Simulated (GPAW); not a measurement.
## How AlN absorbs and reflects light

Wanted: where AlN starts to absorb, how strongly, and its refractive index. The cell comes from an older database entry, whose edges can differ from later determinations, mostly by under a per cent.

Program: GPAW 26.7.0. Level of theory: DFT, PBE, plane-wave PAW (GPAW data sets), scalar-relativistic, RPA, optical limit. Results are calculated unless marked as measured.

The database entry behind the starting cell differs from later determinations by our own check (inner coordinate u about 0.002 short), so it need not match the best structure at ambient conditions.

### 1. The starting structure

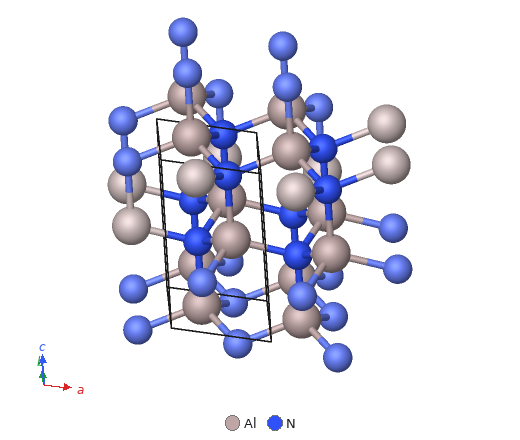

Start, viewed slightly off an axis; aluminium light grey, nitrogen blue. 2×2×1 cells are drawn. Some periodic images of atoms are drawn too.

### 2. Ground state

First the ground state: is it a metal or has it a gap?

This step: DFT, PBE, plane-wave PAW (GPAW data sets), scalar-relativistic, ground state (GPAW 26.7.0).

gs.py reads:

```python
from ase import Atoms
from ase.dft.bandgap import bandgap
from gpaw import GPAW, PW, FermiDirac

atoms = Atoms(['Al', 'Al', 'N', 'N'],
              cell=[[3.113000000011, 0.000000000000, 0.000000000000],
                    [-1.556500000006, 2.695937081990, 0.000000000000],
                    [0.000000000000, 0.000000000000, 4.981000000000]],
              scaled_positions=[[0.666666666667, 0.333333333333, 0.500000000000],
                                [0.333333333333, 0.666666666667, 0.000000000000],
                                [0.666666666667, 0.333333333333, 0.880000000000],
                                [0.333333333333, 0.666666666667, 0.380000000000]],
              pbc=[True, True, True])
atoms.calc = GPAW(mode=PW(500), xc='PBE', kpts={'size': (8, 8, 5), 'gamma': True},
                  occupations=FermiDirac(0.05), maxiter=150, txt='gs.txt')
print('energy (eV)', atoms.get_potential_energy())
print('Fermi level (eV)', atoms.calc.get_fermi_level())
print('valence electrons', atoms.calc.get_number_of_electrons())
print('gap (eV)', bandgap(atoms.calc, output=None)[0])
print('direct gap (eV)', bandgap(atoms.calc, direct=True, output=None)[0])
atoms.calc.write('gs.gpw')
```

On the command line:

```console
OMP_NUM_THREADS=1 python gs.py
```

Numbers of over 12 decimals in the logs are rounded to 6 here.

The program printed:

```text
__  _  _
 | _ |_)|_||  |
 |__||  | ||/\| - 26.7.0

Versions:
  Python: 3.12.14
  ASE:    3.29.0
  Numpy:  2.5.5
  Scipy:  1.18.1
  Libxc:  7.0.0

Input parameters:
  mode=PW(ecut=500.0),
  kpts=MonkhorstPack(size=(8, 8, 5), gamma=True),
  maxiter=150,
  occupations=Occupations(name='fermi-dirac', width=0.05, fixmagmom=False),
  xc=XC(name='PBE')

Diagonalizing LCAO Hamiltonian
Converting LCAO to pw mode

           N

           Al
        N

        Al

Atoms  # Å, Bohr magnetons
|   | symbol |         x |        y |        z |    initial magnetic moments |
| 0 |     Al |  1.556500 | 0.898646 | 2.490500 | ( 0.0000,  0.0000,  0.0000) |
| 1 |     Al | -0.000000 | 1.797291 | 0.000000 | ( 0.0000,  0.0000,  0.0000) |
| 2 |      N |  1.556500 | 0.898646 | 4.383280 | ( 0.0000,  0.0000,  0.0000) |
| 3 |      N | -0.000000 | 1.797291 | 1.892780 | ( 0.0000,  0.0000,  0.0000) |

Unit cell  # Å
| periodic |         x |        y |        z |  lengths |     angles |
|      yes |  3.113000 | 0.000000 | 0.000000 | 3.113000 |  90.000000 |
|      yes | -1.556500 | 2.695937 | 0.000000 | 3.113000 |  90.000000 |
|      yes |  0.000000 | 0.000000 | 4.981000 | 4.981000 | 120.000000 |

Number of symmetries: 6
Symmetry operations  # r_c * U_cc + t_c -> r_c
|   | kind |            matrix            |
| 0 |  σ   |  1, 1, 0,  0,-1, 0,  0, 0, 1 |
| 1 |  E   |  1, 0, 0,  0, 1, 0,  0, 0, 1 |
| 2 |  C3  |  0, 1, 0, -1,-1, 0,  0, 0, 1 |
| 3 |  σ   |  0,-1, 0, -1, 0, 0,  0, 0, 1 |
| 4 |  σ   | -1, 0, 0,  1, 1, 0,  0, 0, 1 |
| 5 |  C3  | -1,-1, 0,  1, 0, 0,  0, 0, 1 |

BZ-sampling:
  Number of BZ points: 320
  Number of IBZ points: 40

  Monkhorst-Pack size: [8, 8, 5]
  Monkhorst-Pack shift: [0.0625, 0.0625, 0.0]

K-points  # in reciprocal-cell coordinates
|     |                                coordinates |     weight |
|   0 | (  0.00000000,   0.00000000,   0.00000000) | 0.00312500 |
|   1 | (  0.00000000,   0.00000000,   0.20000000) | 0.00625000 |
|   2 | (  0.00000000,   0.00000000,   0.40000000) | 0.00625000 |
|   3 | (  0.12500000,   0.00000000,  -0.40000000) | 0.01875000 |
|   4 | (  0.12500000,   0.00000000,  -0.20000000) | 0.01875000 |
|   5 | (  0.12500000,   0.00000000,   0.00000000) | 0.01875000 |
|   6 | (  0.12500000,   0.00000000,   0.20000000) | 0.01875000 |
|   7 | (  0.12500000,   0.00000000,   0.40000000) | 0.01875000 |
|   8 | (  0.25000000,  -0.12500000,   0.00000000) | 0.01875000 |
|   9 | (  0.25000000,  -0.12500000,   0.20000000) | 0.03750000 |
| ... |                                            |            |
|  39 | (  0.50000000,   0.50000000,   0.40000000) | 0.01875000 |

Plane wave coefficients: 1087
Cutoff: 500.0 eV

Spin-components: 1 (collinear spins)
Bands:           14
Projectors:      20
Spin-degeneracy: 2
Datatype:        complex128

Parallelization:
  kpt:    1
  domain: 1
  band:   1

Density:
  Valence electrons: 16.0
  Components: 1
  Grid points: [18 18 27]
  Charge: 0.0  # |e|

Potential:
  Grid points: [18 18 27]

species:
  Al:
    name:    Aluminium
    id:
    Z:       13.0
    valence: 3
    core:    10
    charge:  0.0  # [|e|]
    compensation charges:
      type: gauss
      rc: 0.34  # [Å]
      lmax: 2
    cutoffs:
      filter: 1.91  # [Å]
      core: 2.36  # [Å]
    projectors
    | kind |    occ | energy [eV] | rcut [Å] |
    |   3s |  2.000 |      -7.753 |    1.085 |
    |   3p |  1.000 |      -2.712 |    1.085 |
    |    s |        |      19.459 |    1.085 |
    |    p |        |      24.499 |    1.085 |
    |    d |        |       0.000 |    1.085 |

    Using partial waves for Al as LCAO basis

  N:
    name:    Nitrogen
    id:
    Z:       7.0
    valence: 5
    core:    2
    charge:  0.0  # [|e|]
    compensation charges:
      type: gauss
      rc: 0.18  # [Å]
      lmax: 2
    cutoffs:
      filter: 1.11  # [Å]
      core: 0.96  # [Å]
    projectors
    | kind |    occ | energy [eV] | rcut [Å] |
    |   2s |  2.000 |     -18.583 |    0.603 |
    |   2p |  3.000 |      -7.089 |    0.529 |
    |    s |        |       8.629 |    0.603 |
    |    p |        |      20.123 |    0.529 |
    |    d |        |       0.000 |    0.577 |

    Using partial waves for N as LCAO basis

Reference energy: -16170.289538  # eV

eigensolver:
  PPCG
  Converge bands: occupied
  niter=2

density mixing:
  MSR1-Mixer
  Pratt-step length: 0.05
  Maximum mixing coefficient: 0.75
  Old densities: 10
  SVD Regularization: 0.005
  Good broyden scale: 1.0
  Trust region scale: 1.0
  Backstep threshold: 4.0
  History deletion threshold: 6.0
  Fourier metric: weight=20.0, sigma=0.015

occupation numbers:
  Fermi-Dirac:
    width: 0.0500  # eV

poisson solver:
  ecut: 4000.0  # eV

xc functional:
  name: PBE with 2 nearest neighbor stencil

convergence criteria:
- Maximum [total energy] change in last 3 cyles: 0.0005 eV / valence electron
- Maximum integral of absolute [dens]ity change: 0.0001 electrons / valence electron
- Maximum integral of absolute [eigenst]ate change: 4e-08 eV^2 / valence electron
maximum number of iterations: 150

SCF iterations
|iter     |      energy | eigst |  dens |
|iter:   1||  -32.168819 | -0.26 |       |
|iter:   2||  -31.232814 | -1.85 | -0.56 |
|iter:   3||  -28.491076 | -0.53 | -0.61 |
|iter:   4||  -28.510830 | -2.72 | -1.24 |
|iter:   5||  -28.521700 | -3.40 | -1.56 |
|iter:   6||  -28.521878 | -5.02 | -2.71 |
|iter:   7||  -28.521903c| -6.52 | -3.13 |
|iter:   8||  -28.521904c| -8.20c| -4.44c|

Converged in 8 steps
SCF loop duration: 8.390 s (1.049 s/step)
Energy contributions relative to reference atoms: (reference = -16170.289538)

Energy contributions:
  Kinetic:          27.939878
  Coulomb:         -22.271905
  Zero:             -0.134884
  External:          0.000000
  Xc:              -34.054993
  Entropy:          -0.000000
  Spinorbit:         0.000000
  ----------------------------
  Free energy:     -28.521904
  Extrapolated:    -28.521904

dipole moment: (0.000002, -0.000002, -6.805620)  # |e|*Ang

Fermi level: 7.090
Eigenvalues  # (at kpt = [0.000, 0.000, 0.000])
| band index |      eig [eV] | occ [0-2] |
|          0 |        -9.098 |     2.000 |
|          1 |        -6.970 |     2.000 |
|          2 |         0.162 |     2.000 |
|          3 |         5.308 |     2.000 |
|          4 |         5.308 |     2.000 |
|          5 |         5.981 |     2.000 |
|          6 |         5.981 |     2.000 |
|          7 |         6.164 |     2.000 |
|          8 |        10.299 |     0.000 |
|          9 |        12.779 |     0.000 |
|         10 |        16.808 |     0.000 |
|         11 |        17.302 |     0.000 |
|         12 |        17.302 |     0.000 |
|         13 |        19.295 |     0.000 |

Gap: 4.135 eV
Transition (v -> c):
  (s=0, k=0, n=7, [0.00, 0.00, 0.00]) -> (s=0, k=0, n=8, [0.00, 0.00, 0.00])
No difference between direct/indirect transitions

--- standard output ---
energy (eV) -28.521904
Fermi level (eV) 7.090323
valence electrons 16.0
gap (eV) 4.135038
direct gap (eV) 4.135038
```

Run time: 9.9 s. Hardware: 1 thread of Arm Neoverse V2, shared host; peak memory 0.15 GiB.

Read-outs, printed or worked out from the files:

| Property | Result |
| --- | --- |
| energy | -28.52 eV |
| Fermi energy | 7.090 eV |
| gap on the k-mesh | 4.135 eV |
| direct gap on the mesh | 4.135 eV |
| electrons | 16 |

There is a gap, 4.14 eV on this mesh (points off the mesh can give less), so no carriers' term is needed.

### 3. Bands for the response

The response needs many more empty bands than the density does.

This step: DFT, PBE, plane-wave PAW (GPAW data sets), scalar-relativistic, bands at fixed density (GPAW 26.7.0).

nscf.py reads:

```python
from ase.dft.bandgap import bandgap
from gpaw import GPAW, FermiDirac

calc = GPAW('gs.gpw').fixed_density(kpts={'size': (12, 12, 7), 'gamma': True}, nbands=36, convergence={'bands': 30},
                                    occupations=FermiDirac(0.001), txt='nscf.txt')
print('gap (eV)', bandgap(calc, output=None)[0])
print('direct gap (eV)', bandgap(calc, direct=True, output=None)[0])
print('top band over the Fermi level (eV)', min(calc.get_eigenvalues(kpt=k)[29] for k in range(len(calc.get_ibz_k_points()))) - calc.get_fermi_level())
calc.write('full.gpw', mode='all')
```

On the command line:

```console
OMP_NUM_THREADS=1 python nscf.py
```

The program printed:

```text
Diagonalizing LCAO Hamiltonian
Converting LCAO to pw mode
convergence criteria:
- Maximum integral of absolute [eigenst]ate change: 4e-08 eV^2 / valence electron
maximum number of iterations: 150

SCF iterations
|iter     |      energy | eigst |  dens |
|iter:   1||             | +3.06 |       |
|iter:   2||             | +1.47 |       |
|iter:   3||             | +0.12 |       |
|iter:   4||             | -0.90 |       |
|iter:   5||             | -2.12 |       |
|iter:   6||             | -3.14 |       |
|iter:   7||             | -4.24 |       |
|iter:   8||             | -5.26 |       |
|iter:   9||             | -6.30 |       |
|iter:  10||             | -7.00 |       |
|iter:  11||             | -7.51c|       |
SCF steps: 11
  __  _  _
 | _ |_)|_||  |
 |__||  | ||/\| - 26.7.0

Versions:
  Python: 3.12.14
  ASE:    3.29.0
  Numpy:  2.5.5
  Scipy:  1.18.1
  Libxc:  7.0.0

Input parameters:
  mode=PW(ecut=500.0),
  convergence={'bands': 30},
  gpts=array([18, 18, 27]),
  kpts=MonkhorstPack(size=(12, 12, 7), gamma=True),
  maxiter=150,
  nbands=36,
  occupations=Occupations(name='fermi-dirac', width=0.001, fixmagmom=False),
  parallel={},
  xc=XC(name='PBE')

--- standard output ---
gap (eV) 4.135038
direct gap (eV) 4.135038
top band over the Fermi level (eV) 27.614881
```

Run time: 78 s. Hardware: 1 thread; peak memory 0.24 GiB.

### 4. Dielectric function, RPA

Transitions between filled and empty bands, summed over the zone, give the optical response, so mesh, band count and broadening shape it.

The induced potential is part of this response.

This step: DFT, PBE, plane-wave PAW (GPAW data sets), scalar-relativistic, RPA, optical limit (GPAW 26.7.0).

df.py reads:

```python
from gpaw.response.df import DielectricFunction

df = DielectricFunction('full.gpw', frequencies={'type': 'nonlinear', 'domega0': 0.03, 'omega2': 8},
                        ecut=60,
                        eta=0.2,
                        nbands=30,
                        txt='df.txt')
for direction in ['x', 'z']:
    df.get_dielectric_function(xc='RPA', direction=direction, filename=f'df_{direction}.csv')
```

On the command line:

```console
OMP_NUM_THREADS=1 python df.py
```

The program printed:

```text
Using integrator: PointIntegrator
NonLinearFrequencyDescriptor(from 0.000 to 47.611 eV, 459 points)
Nonperiodic BCs:  [False False False]
Using integrator: PointIntegrator
NonLinearFrequencyDescriptor(from 0.000 to 47.611 eV, 459 points)
Nonperiodic BCs:  [False False False]

Calculating chi0 body with:
    Ground state adapter containing:
    Number of spins: 1
    Number of kpoints: 1008
    Number of irreducible kpoints: 112
    Number of completely occupied states: 8
    Number of partially occupied states: 8

    Linear response parametrization:
    q_c: [0.0, 0.0, 0.0]
    Number of frequency points: 459
    Planewave cutoff: 60.0
    Number of bands: 30
    Number of planewaves: 37
    Broadening (eta): 0.2

Integrating chi0 body.

Symmetries of q_c:
    Direct symmetries (Uq -> q): 6
    Indirect symmetries (TUq -> q): 6
In total 12 allowed symmetries.

112 groups of equivalent kpoints. 88.888889% reduction.

Integral kind: spectral function

Calculating chi0 optical extensions with:
    Ground state adapter containing:
    Number of spins: 1
    Number of kpoints: 1008
    Number of irreducible kpoints: 112
    Number of completely occupied states: 8
    Number of partially occupied states: 8

    Linear response parametrization:
    Number of frequency points: 459
    Planewave cutoff: 60.0
    Number of bands: 30
    Number of planewaves: 37
    Broadening (eta): 0.2
Integrating chi0 head and wings.

Symmetries of q_c:
    Direct symmetries (Uq -> q): 6
    Indirect symmetries (TUq -> q): 6
In total 12 allowed symmetries.

112 groups of equivalent kpoints. 88.888889% reduction.

Integral kind: spectral function wings
```

It took 9.8 s on 1 thread; peak memory 0.23 GiB.

This step gave:

* electronic dielectric constant ε∞, mean over x, y and z (by symmetry where fewer were run): 4.350
* main peak of Im epsilon, first axis: 7.933 eV

The Im ε has structure finer than the step of the table below, so its rows give means over 2 eV, whole bins alone (the curve runs from 0 to 21.9 eV). Peaks (eV: height): E ∥ x 7.9: 7.66; E ∥ z 6.8: 8.01, 9.7: 5.18, 11.9: 4.69.

Values under the direct gap are tails of Lorentzian lines. Im ε against photon energy; means over each step:

| photon energy (eV) | E ∥ x | E ∥ z |
| --- | --- | --- |
| 2 | 0.0462 | 0.0547 |
| 4 | 0.363 | 0.456 |
| 6 | 2.87 | 4.33 |
| 8 | 6.40 | 5.38 |
| 10 | 3.87 | 4.28 |
| 12 | 3.90 | 3.98 |
| 14 | 3.25 | 2.89 |
| 16 | 1.64 | 1.64 |
| 18 | 0.782 | 0.753 |
| 20 | 0.441 | 0.480 |

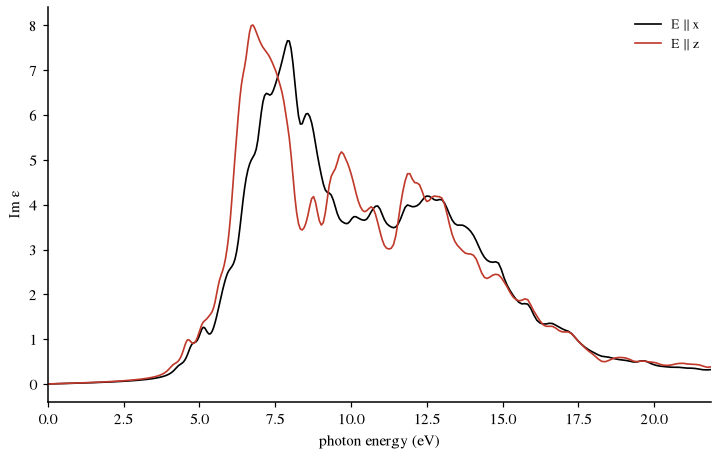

Im ε against photon energy.

The Re ε by photon energy:

| photon energy (eV) | E ∥ x | E ∥ z |
| --- | --- | --- |
| 0 | 4.28 | 4.49 |
| 2 | 4.48 | 4.72 |
| 4 | 5.43 | 5.87 |
| 6 | 7.10 | 8.87 |
| 8 | 2.42 | 0.328 |
| 10 | 1.29 | 0.712 |
| 12 | 0.867 | 0.634 |
| 14 | -0.946 | -0.937 |
| 16 | -1.22 | -1.17 |
| 18 | -0.716 | -0.720 |
| 20 | -0.209 | -0.140 |

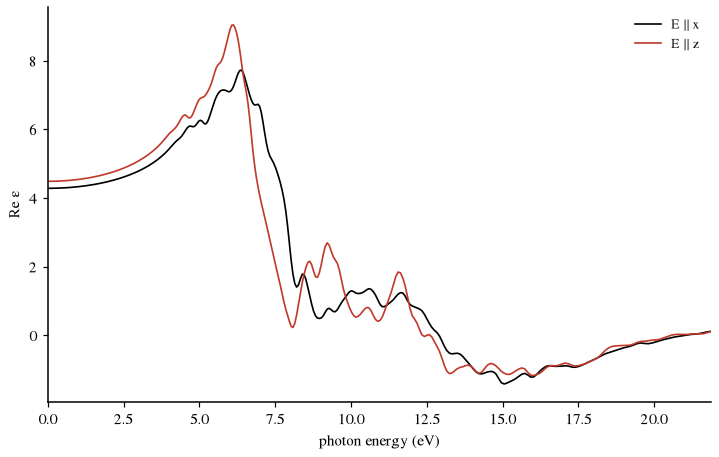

Re ε against photon energy.

The Im ε, E ∥ x has structure finer than the step of the table below, so its rows give means over 1 eV, whole bins alone (the curve runs from 0 to 21.9 eV). Peaks (eV: height): without local fields 7.9: 8.51, 10.8: 5.68; with local fields 7.9: 7.66.

Values under the direct gap are tails of Lorentzian lines. Im ε, E ∥ x against photon energy; means over each step:

| photon energy (eV) | without local fields | with local fields |
| --- | --- | --- |
| 1 | 0.0210 | 0.0193 |
| 2 | 0.0476 | 0.0441 |
| 3 | 0.0929 | 0.0872 |
| 4 | 0.267 | 0.263 |
| 5 | 0.985 | 1.01 |
| 6 | 2.68 | 2.62 |
| 7 | 6.32 | 5.73 |
| 8 | 7.58 | 6.81 |
| 9 | 5.44 | 4.92 |
| 10 | 4.61 | 3.68 |
| 11 | 5.20 | 3.72 |
| 12 | 5.12 | 3.93 |
| 13 | 4.24 | 3.97 |
| 14 | 2.90 | 3.26 |
| 15 | 1.89 | 2.40 |
| 16 | 1.24 | 1.58 |
| 17 | 0.936 | 1.21 |
| 18 | 0.559 | 0.725 |
| 19 | 0.439 | 0.533 |
| 20 | 0.366 | 0.442 |
| 21 | 0.310 | 0.360 |

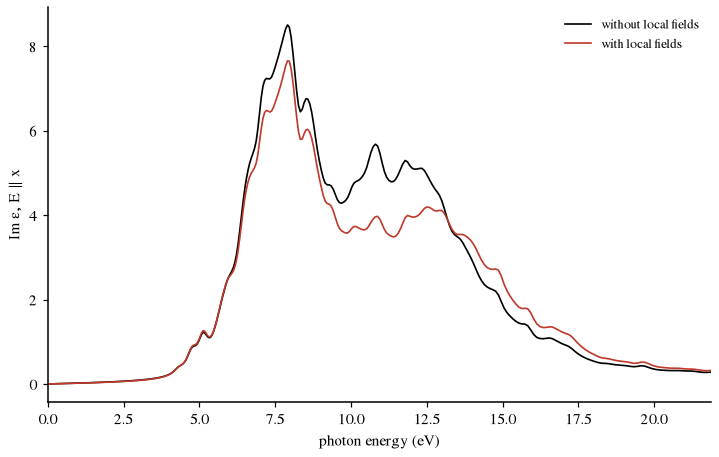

Im ε, E ∥ x against photon energy.

The refractive index n and extinction k by photon energy:

| photon energy (eV) | n, E ∥ x | k, E ∥ x | n, E ∥ z | k, E ∥ z |
| --- | --- | --- | --- | --- |
| 0 | 2.07 | 0 | 2.12 | 0 |
| 2 | 2.12 | 0.0103 | 2.17 | 0.0118 |
| 4 | 2.33 | 0.0475 | 2.42 | 0.0693 |
| 6 | 2.71 | 0.472 | 3.03 | 0.583 |
| 8 | 2.27 | 1.66 | 1.67 | 1.57 |
| 10 | 1.61 | 1.14 | 1.65 | 1.42 |
| 12 | 1.57 | 1.26 | 1.63 | 1.42 |
| 14 | 1.13 | 1.49 | 1.02 | 1.41 |
| 16 | 0.625 | 1.27 | 0.659 | 1.27 |
| 18 | 0.379 | 0.927 | 0.354 | 0.920 |
| 20 | 0.367 | 0.586 | 0.424 | 0.565 |

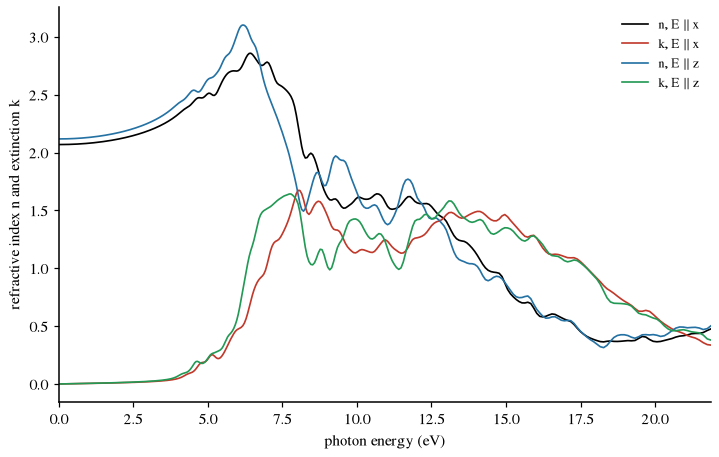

Refractive index n and extinction k, plotted against photon energy.

Values under the direct gap are tails of Lorentzian lines. Table of loss function −Im 1/ε at q → 0 by energy loss; read off at these points:

| energy loss (eV) | E ∥ x | E ∥ z |
| --- | --- | --- |
| 0.0 | 0 | 0 |
| 1.0 | 0.00102 | 0.00108 |
| 2.0 | 0.00217 | 0.00230 |
| 3.0 | 0.00369 | 0.00397 |
| 4.0 | 0.00750 | 0.00972 |
| 5.0 | 0.0269 | 0.0241 |
| 6.0 | 0.0449 | 0.0388 |
| 7.0 | 0.0747 | 0.102 |
| 8.0 | 0.120 | 0.189 |
| 9.0 | 0.209 | 0.214 |
| 10.0 | 0.243 | 0.208 |
| 11.0 | 0.248 | 0.297 |
| 12.0 | 0.241 | 0.213 |
| 13.0 | 0.243 | 0.235 |
| 14.0 | 0.276 | 0.314 |
| 15.0 | 0.306 | 0.354 |
| 16.0 | 0.397 | 0.402 |
| 17.0 | 0.533 | 0.571 |
| 18.0 | 0.699 | 0.691 |
| 19.0 | 1.27 | 1.36 |
| 20.0 | 1.88 | 1.92 |
| 21.0 | 2.77 | 2.19 |
| 21.6 | 2.99 | 2.47 |
| 21.8 | 2.85 | 2.51 |

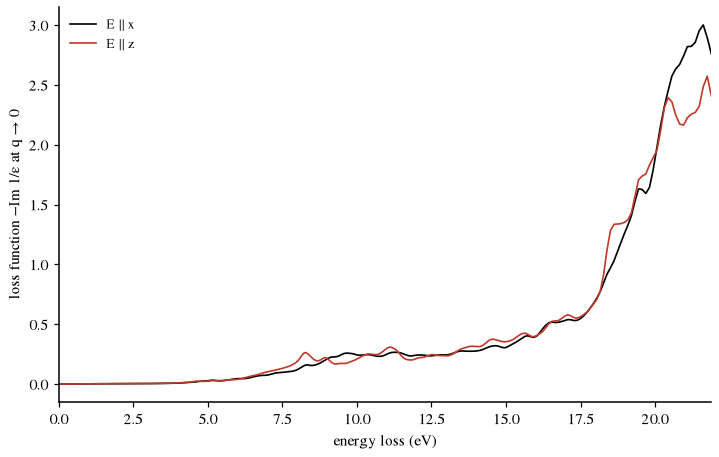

Loss function −Im 1/ε at q → 0, plotted against energy loss.

Optical constants at common wavelengths, from n + ik = √ε:

| wavelength (nm) | n x | k x | R (%) x | 1/α x | n z | k z | R (%) z | 1/α z |
| --- | --- | --- | --- | --- | --- | --- | --- | --- |
| 1550 | 2.08 | 0.004 | 12.2 | 34 µm | 2.13 | 0.004 | 13.0 | 30 µm |
| 800 | 2.10 | 0.007 | 12.5 | 8.5 µm | 2.15 | 0.009 | 13.3 | 7.5 µm |
| 633 | 2.11 | 0.010 | 12.8 | 5.0 µm | 2.17 | 0.011 | 13.6 | 4.4 µm |
| 450 | 2.17 | 0.017 | 13.6 | 2.2 µm | 2.23 | 0.019 | 14.5 | 1.9 µm |
| 405 | 2.19 | 0.020 | 14.0 | 1.6 µm | 2.26 | 0.024 | 15.0 | 1.4 µm |
| 308 | 2.34 | 0.049 | 16.0 | 496 nm | 2.43 | 0.073 | 17.4 | 336 nm |
| 248 | 2.51 | 0.215 | 18.8 | 92 nm | 2.63 | 0.222 | 20.5 | 89 nm |

Below the direct gap, k and the depth come from the tails of the Lorentzian lines, not from transitions.

Rows near the edge hang on the gap, which this functional as a rule makes too small, and phonon-assisted absorption is left out.

At 1064 nm the birefringence n(z) − n(x) is +0.051: the crystal is uniaxial positive at this level.

### 5. Summary of results

| Item | Value |
| --- | --- |
| electronic dielectric constant ε∞, mean over x, y and z (by symmetry where fewer were run) (RPA) | 4.35 |
| main peak of Im epsilon, first axis | 7.93 eV |

In words: At this level (PBE, RPA) AlN has a mean ε∞ = 4.35 and n = 2.08 at 1550 nm (E ∥ x), and Im ε peaks at 7.9 eV (E ∥ x). On the mesh the gap is 4.14 eV and the least direct gap 4.14 eV. Local fields change the static value along x from 4.57 to 4.28 (-6 %). Distinct maxima of Im ε, read by a parabola through the highest points, lie at 7.93 eV (7.7), 10.85 eV (4.0) and 12.53 eV (4.2) for E ∥ x. The static values by axis are 4.28 (x), 4.49 (z). At 1064 nm the birefringence n(z) − n(x) is +0.051: the crystal is uniaxial positive at this level. Excitons and phonon-assisted transitions are missing; PBE gaps are as a rule too small, which pulls the onset down and ε∞ up. The sum runs over mesh points, so small or evenly spaced maxima can still be ripples of the mesh. Besides steps told in other documents, this task had 1 run with a known fault of program or setting; those not told in a step above aren't shown.

[Machine, clock and banner lines and Python warnings are left out of the logs.]

[Logs are printed without paths, hosts, clocks, repeated set-up lines and the standing remarks that a program may print on its own settings, such as how far it seeks lower states.]

[Hosts, paths, dates, database ids (printed as entryN), source tags and the programs' standing remarks are cut or masked in the printed files.]
